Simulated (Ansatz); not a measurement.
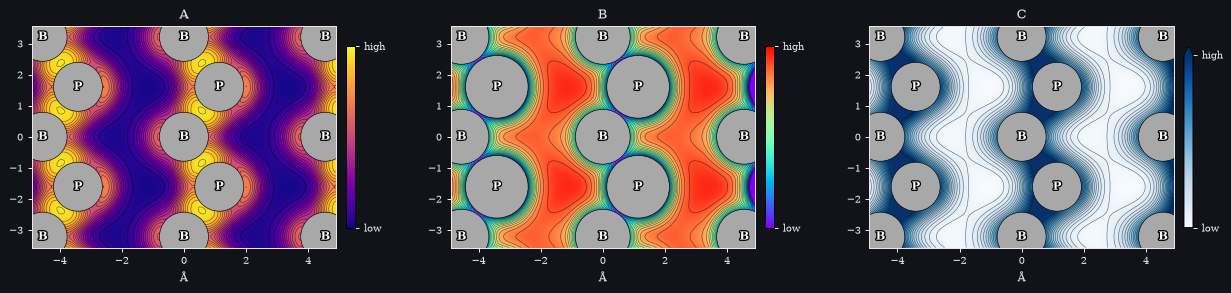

BP: 3 fields on the (101) plane of the conventional cell, with unlabelled colour scales. Grey discs cover the atomic cores.

Space group F-43m.

All numbers below come from Ansatz 0.2.0, DFT PBE, scalar-relativistic, plane waves, PAW.

**The panels show electron localisation function, electrostatic potential energy of an electron and valence pseudo-density in some order. Assign them.**

Panel A: electron localisation function. Panel B: electrostatic potential energy of an electron (low next to the atoms, rising into the space between them). Panel C: valence pseudo-density.
